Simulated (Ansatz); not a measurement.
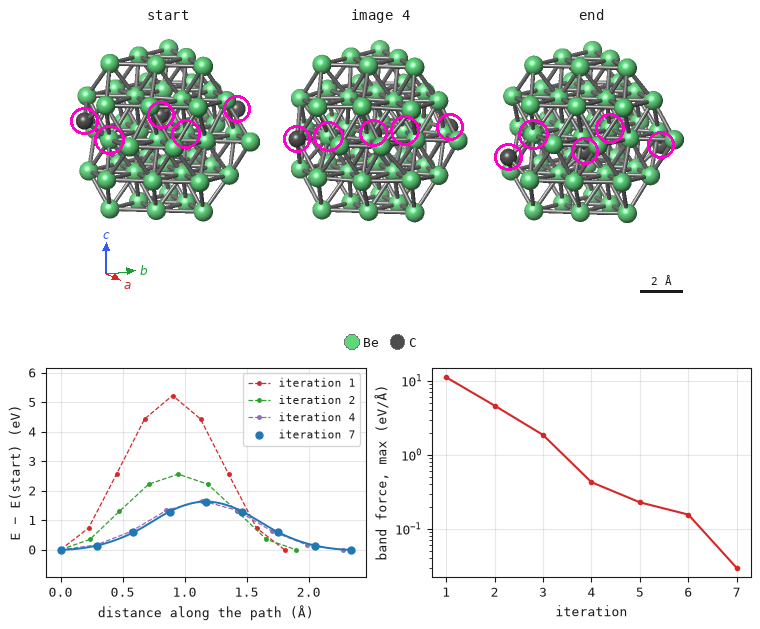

A search for the minimum-energy path of Be with an interstitial C (17 atoms in the cell) by the nudged elastic band. Images are numbered from 0 (start) to 8 (end). The plot follows the band through its iterations. Style: ball-and-stick. Shown: the atoms within 4.5 Å of the middle of the path, slightly off an axis. The atoms that move most are ringed. Bonds to atoms that aren't drawn are left out.

These are results of DFT PBE-D3(BJ), scalar-relativistic, plane waves, PAW in Ansatz 0.2.0, not measurements. Set-up: plane-wave cutoff 420 eV; k-point mesh 5 × 5 × 3; Gaussian smearing 0.15 eV; 7 movable images; climbing image; force threshold 0.05 eV/Å; iteration limit 18; starting path by straight interpolation.

Q: Judge this run.

A: The run is converged, with reservations. The band converged in 7 iterations. The largest component of the band force went from 11 to 0.03 eV/Å. The climbing image converged on the top of the path. Its curvatures weren't checked. The first iteration put the highest image at 5.23 eV. The two ends have the same energy, and the highest point, image 4, lies 1.63 eV above the start.

Limits of the set-up: the periodic images lie only 4.0 Å apart, so the values are limited by the cell's size.

The run took 9.8 min on 1 thread of Arm Neoverse V2, with other jobs on the host, peak memory 0.87 GiB.
